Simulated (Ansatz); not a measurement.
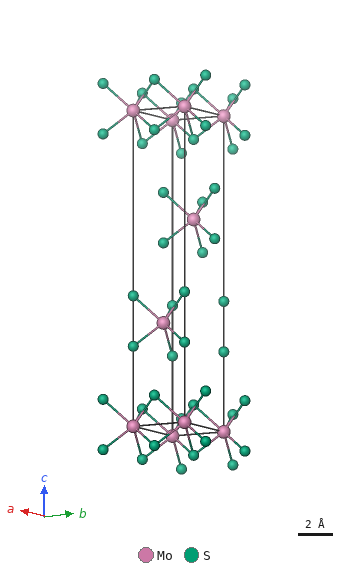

Solid MoS2 (set up in R3m), before the relaxation. The picture is a ball-and-stick view of the conventional cell (3 times the calculation's cell), seen from a free direction. Lengths and directions refer to the drawn axes.

Level of theory: DFT PBE, scalar-relativistic, plane waves, PAW in Ansatz 0.2.0.

The input:
```yaml
crystal:
  lattice:
    - [1.5921519155, 0.919229337, 6.4820983796]
    - [-1.5921519155, 0.919229337, 6.4820983796]
    - [0.0, -1.838458674, 6.4820983796]
  atoms:
    - { symbol: Mo, position: [0.99977504, 0.99977504, 0.99977504] }
    - { symbol: S, position: [0.41293022, 0.41293022, 0.41293022] }
    - { symbol: S, position: [0.25329574, 0.25329574, 0.25329574] }
basis:
  ecutwfc: 420
kpoints:
  mp_grid: { grid: [12, 12, 12] }
hamiltonian:
  xc: pbe
scf:
  occupations: { method: gaussian, width: 0.02 }
output:
  forces: true
  stress: true
  eigenvalues: true
  write_density: true
  write_potential: true
  elf: true
  volumetric_format: npy
relax:
  adjacent_minimum: "off"
  f_tol: 0.005
  max_steps: 80
  cell: { stress_tol: 0.05 }
```

Run as
```bash
ansatz run input.yaml --threads 4 --pin off --max-ram 10240MiB --backend cpu --events-out ev --progress --plain --runs-dir out
```

### Where does the relaxation end?

After 10 accepted moves (12 points after the start) the energy has fallen by 5.8 meV per atom. Largest force component: 0.16 eV/Å at the start, 0.0007 eV/Å at the end. The pressure goes from 1.36 to 0.00 GPa. The SCF was repeated twice at an unchanged geometry on a basis and grid sized afresh for the cell, which shifted the energy by 0.5 meV per atom at most. The largest moves relative to the cell, 0.22 Å, are those of S2 and S3. S2 goes along −c. Mo stays in place. Cell: a = b 3.184 → 3.185 Å (0.0 %), c 19.446 → 22.315 Å (+14.8 %). Volume +14.8 %. Among the contacts that change: Mo1–S2 2.406 → 2.413 Å. The space group stays R3m (No. 160). The run took 2.3 min on 4 threads of Arm Neoverse N1 (shared host), peak memory 0.57 GiB.

History of the run:

| step | E − E(0), meV/atom | largest force component, eV/Å | pressure, GPa | volume, Å³/atom | note |
| --- | --- | --- | --- | --- | --- |
| 0 | 0.00 | 0.1594 | 1.36 | 18.974 |  |
| 1 | -2.58 | 0.0405 | 0.07 | 19.438 |  |
| 2 | -4.11 | 0.0109 | -0.19 | 20.103 |  |
| 3 | -4.99 | 0.0316 | 0.46 | 20.727 |  |
| 4 | -5.11 | 0.0294 | 0.19 | 20.864 |  |
| 5 | -5.12 | 0.0206 | -0.09 | 20.984 |  |
| 6 | -5.13 | 0.0017 | 0.01 | 20.984 |  |
| 7 | -5.61 | 0.0017 | 0.04 | 20.984 | same geometry, new basis |
| 8 | -5.71 | 0.0097 | 0.04 | 21.313 |  |
| 9 | -5.73 | 0.0135 | 0.06 | 21.640 |  |
| 10 | -5.73 | 0.0002 | 0.00 | 21.675 |  |
| 11 | -5.72 | 0.0008 | 0.00 | 21.785 |  |
| 12 | -5.80 | 0.0007 | 0.00 | 21.785 | same geometry, new basis |

The end point in the same view:

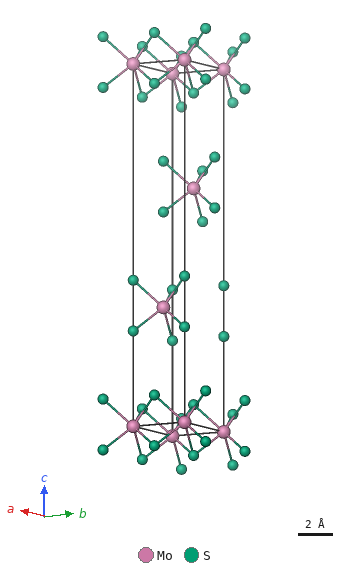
